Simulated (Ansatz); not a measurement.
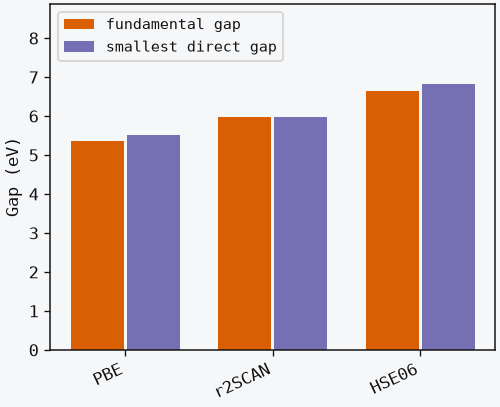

Gaps of SrCl$_{2}$, space group R-3m (No. 166), 3 atoms in the cell, fluorite type, shear (111) strain −1.4%, at several levels of theory on one cell (Ansatz, plane waves and PAW; edges over the mesh and the special points).

> How does the gap depend on the level, and does its kind change?

In rising order: PBE 5.37 eV, r2SCAN 5.99 eV and HSE06 6.65 eV. It is direct in r2SCAN and indirect in the others.
